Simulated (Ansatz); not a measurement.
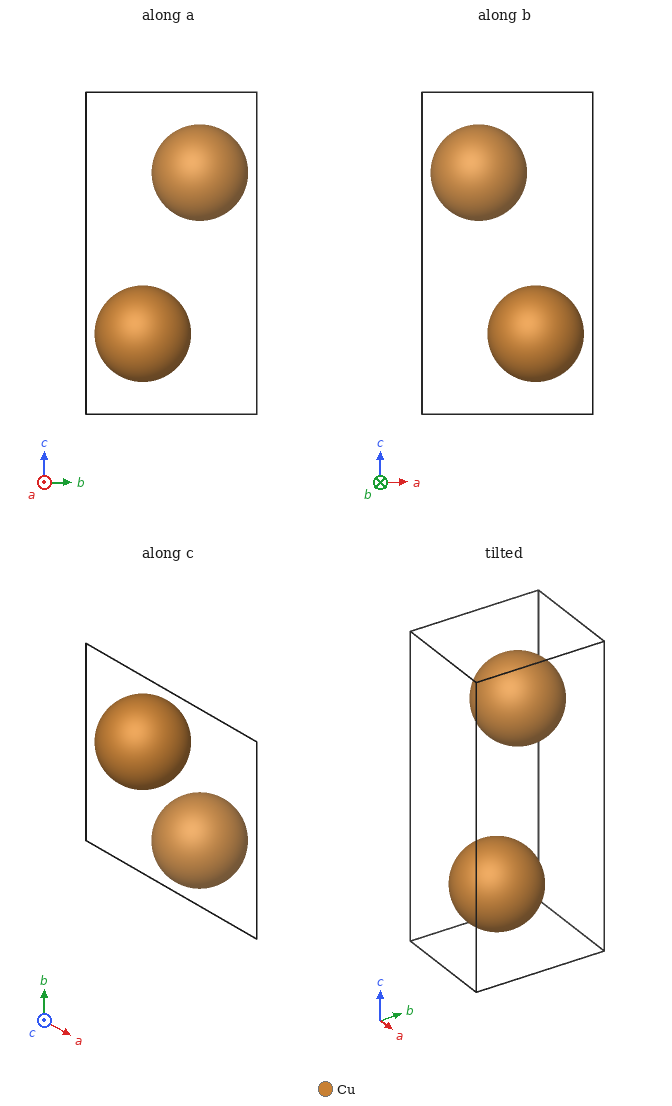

Shown here is a spheres-only view of the crystal, taken along the a axis, along the b axis, along the c axis and slightly off an axis. The unit cell is drawn as a box.

Lattice parameters: a = 2.590 Å, b = 2.590 Å, c = 4.232 Å, α = 90.00°, β = 90.00°, γ = 119.99°. Put a along x and b in the xy plane.

Question: Express the structure as a POSCAR file.

Answer:
```
Cu
1.0
     2.590    0.000    0.000
    -1.295    2.243    0.000
     0.000    0.000    4.232
Cu
2
Direct
  0.3329 0.6671 0.7500
  0.6659 0.3329 0.2500
```

Provenance: a structure type filled with this element by a generator (whether the element takes this form wasn't checked). Relaxation method: DFT, revPBE, plane waves (420 eV) with PAW, scalar-relativistic in Ansatz.
